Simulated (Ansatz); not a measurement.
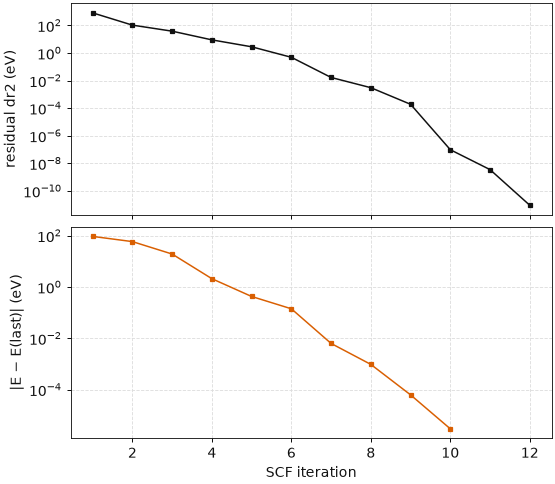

The plot shows the SCF iterations of a calculation: density residual dr2, distance of the Harris–Foulkes energy from its last value. Energy differences below 3 × 10⁻⁶ eV aren't drawn. The starting density is a sum of atomic densities corrected by a trained network.

GaSb (2 atoms in the cell, total charge −4), run with Ansatz.

```
crystal:
  lattice:
    - [0.0, 2.7243466274, 2.7243466274]
    - [2.7243466274, 0.0, 2.7243466274]
    - [2.7243466274, 2.7243466274, 0.0]
  atoms:
    - { symbol: Ga, position: [0.0, 0.0, 0.0] }
    - { symbol: Sb, position: [0.75, 0.75, 0.75] }
basis:
  ecutwfc: 420
kpoints:
  mp_grid: { grid: [12, 12, 12] }
hamiltonian:
  xc: pbesol
scf:
  occupations: { method: gaussian, width: 0.01 }
  max_iter: 50
output:
  forces: true
  eigenvalues: true
  stress: true
total_charge: -4
```

Command:
```bash
ansatz run input.yaml --threads 1 --pin off --max-ram 1331MiB --backend cpu --events-out ev --progress --plain --runs-dir out
```

Q: Was self-consistency reached?

A: Converged, in 12 iterations. The residual falls at every step.

Q: Is anything amiss with this input?

A: The input holds a fault (a charge that the system can't hold). The SCF closed all the same, which doesn't make the results meaningful for the real system.
